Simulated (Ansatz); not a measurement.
Consider MoS$_{2}$.

Input file:

```
crystal:
  lattice:
    - [3.149723997, 0.0, 0.0]
    - [-1.5748619985, 2.7277409963, 0.0]
    - [0.0, 0.0, 6.84696894]
  atoms:
    - { symbol: Mo, position: [0.0, 0.0, 0.0] }
    - { symbol: S, position: [0.3333333333, 0.6666666667, 0.231359801] }
    - { symbol: S, position: [0.3333333333, 0.6666666667, 0.768640199] }
basis:
  ecutwfc: 420
kpoints:
  mp_grid: { grid: [12, 12, 4] }
hamiltonian:
  xc: pbe
  dispersion: d3bj
scf:
  occupations: { method: gaussian, width: 0.02 }
output:
  forces: true
  stress: true
  eigenvalues: true
  write_density: true
  write_potential: true
  elf: true
  volumetric_format: npy
relax:
  adjacent_minimum: "off"
  f_tol: 0.008
  max_steps: 40
```

Launched as:

```sh
ansatz run input.yaml --threads 1 --pin off --max-ram 2560MiB --backend cpu --events-out ev --progress --plain --runs-dir out
```

Below, planes, directions and counts refer to the conventional cell (a = 3.15 Å, b = 3.15 Å, c = 6.85 Å, α = 90.00°, β = 90.00°, γ = 120.00°).

The fields are those of the relaxed geometry.

Space group P-6m2; a structure from a database of computed crystals, not necessarily the ambient phase; changed on purpose from its base cell (strain along c alone, the other axes held, atoms relaxed: +3.0 %); computed without spin polarisation.

All numbers below come from DFT PBE+D3(BJ), scalar-relativistic, plane waves, PAW in Ansatz.

> What can the converged valence pseudo-density and electron localisation function tell about the bonding?

Mo–S (2.40 Å): ρ is about 0.61 e/Å³ halfway; the ELF peaks at about 0.85 in the valence shell of S, 0.8 Å from its nucleus, and is about 0.45 at the midpoint.

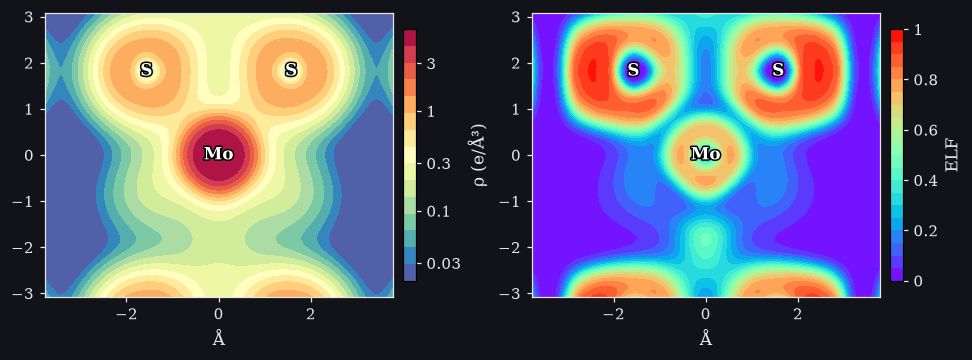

Computed valence pseudo-density and electron localisation function on the (110) plane of the conventional cell, in this order. 
